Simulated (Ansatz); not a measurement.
# W$_{5}$Se$_{9}$ (cell charge +1, with a compensating background) (cell with a defect): what the fields show

```cif
data_structure
_symmetry_space_group_name_H-M 'P 1'
_symmetry_Int_Tables_number 1
_cell_length_a 8.6755
_cell_length_b 8.6755
_cell_length_c 12.7928
_cell_angle_alpha 90.000
_cell_angle_beta 90.000
_cell_angle_gamma 120.000
_cell_volume 833.85
loop_
_atom_site_label
_atom_site_type_symbol
_atom_site_fract_x
_atom_site_fract_y
_atom_site_fract_z
_atom_site_occupancy
W1 W 0.32324 0.65818 0.74772 1
W2 W 0.76190 0.80952 0.74662 1
W3 W 0.48060 0.38117 0.74766 1
W4 W 0.19026 0.95657 0.74766 1
W5 W 0.91325 0.52220 0.74772 1
W6 W 0.61486 0.09083 0.74766 1
W7 W 0.04923 0.24819 0.74772 1
W8 W 0.09524 0.47619 0.25091 1
W9 W 0.52376 0.61838 0.25322 1
W10 W 0.23866 0.19131 0.25313 1
W11 W 0.95305 0.76252 0.25322 1
W12 W 0.66694 0.33277 0.25313 1
W13 W 0.38012 0.90449 0.25313 1
W14 W 0.80890 0.04767 0.25322 1
W15 W 0.09524 0.47619 0.60450 1
Se1 Se 0.52010 0.61575 0.61533 1
Se2 Se 0.24121 0.19884 0.61548 1
Se3 Se 0.95568 0.76150 0.61533 1
Se4 Se 0.67191 0.33021 0.61548 1
Se5 Se 0.37259 0.89952 0.61548 1
Se6 Se 0.80993 0.05133 0.61533 1
Se7 Se 0.33465 0.66739 0.12082 1
Se8 Se 0.76190 0.80952 0.12146 1
Se9 Se 0.47675 0.38086 0.12111 1
Se10 Se 0.19056 0.95303 0.12111 1
Se11 Se 0.90403 0.52439 0.12082 1
Se12 Se 0.61840 0.09468 0.12111 1
Se13 Se 0.04703 0.23678 0.12082 1
Se14 Se 0.09524 0.47619 0.88681 1
Se15 Se 0.52551 0.61822 0.87865 1
Se16 Se 0.24104 0.19468 0.87941 1
Se17 Se 0.95321 0.76443 0.87865 1
Se18 Se 0.66793 0.33039 0.87941 1
Se19 Se 0.37675 0.90350 0.87941 1
Se20 Se 0.80700 0.04592 0.87865 1
Se21 Se 0.33065 0.66431 0.38459 1
Se22 Se 0.76190 0.80952 0.38453 1
Se23 Se 0.47687 0.38075 0.38459 1
Se24 Se 0.19068 0.95326 0.38459 1
Se25 Se 0.90712 0.52348 0.38459 1
Se26 Se 0.61817 0.09456 0.38459 1
Se27 Se 0.04795 0.24078 0.38459 1
```

Spin-polarised.

These are results of DFT PBE+D3(BJ), scalar-relativistic, plane waves, PAW in Ansatz 0.2.0, not measurements.

Core electrons are frozen (PAW), and the valence fields are smoothed inside the atomic spheres.

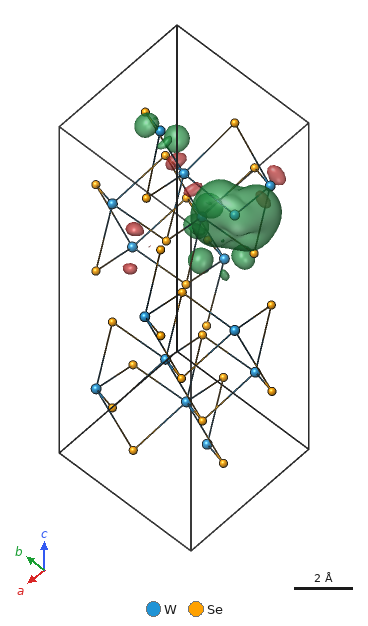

Figure 1. Isosurfaces of the magnetisation density (up minus down) at +0.015 (green) and −0.015 e/Å³ (red), seen at an oblique angle. Sticks mark near contacts.

Describe the spin distribution.

The spin density sits on W: +0.5 μB in one cell of 42 atoms, with smaller moments on other sites: W (up to +0.05 μB): with much of the spin spread outside that site. The cell of the calculation (42 atoms) carries 1.0 μB of net spin moment.

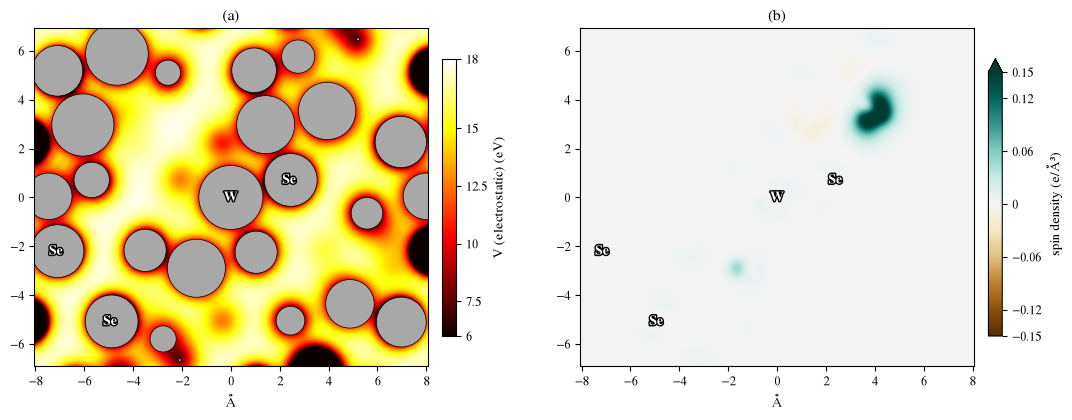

Figure 2. (a) electrostatic potential energy of an electron; (b) magnetisation density (up minus down) on the (111) plane of the calculation cell. Grey discs cover the atomic cores in the potential map.

Interpret the plot.

Atoms in the plane: W and Se.
Atoms just off the plane (W, 0.3 Å away and Se, 0.3 Å away) can leave unmarked features too.

Outside the cores the potential energy rises away from the atoms and is highest about 2.3 Å from the nearest atoms; its zero is arbitrary.

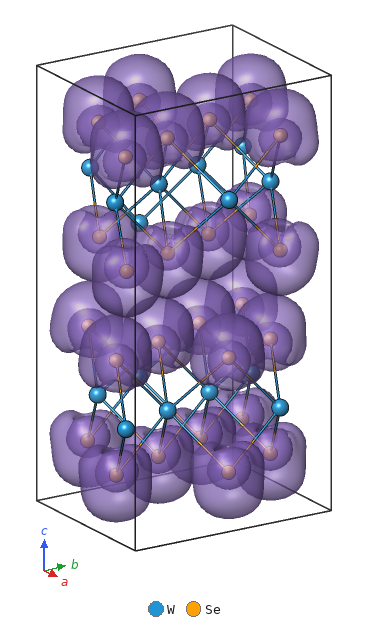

Figure 3. Isosurface of the ELF at 0.7 (purple), seen slightly off an axis. Core shells and regions of very low density are left out. Sticks mark near contacts.

Describe the localisation domains.

At this value the surface marks out 27 regions wrapped around Se (the valence shell of each), counted in one cell of 42 atoms. Regions shared between cells count once. Along the contacts the grid gives the following. W–Se (2.53 Å): the ELF is about 0.55 at the midpoint. W–W (2.58 Å): the ELF reaches about 0.55 near the midpoint.

Metal or insulator at this level of theory?

It is gapless in this calculation (a metal or semimetal).
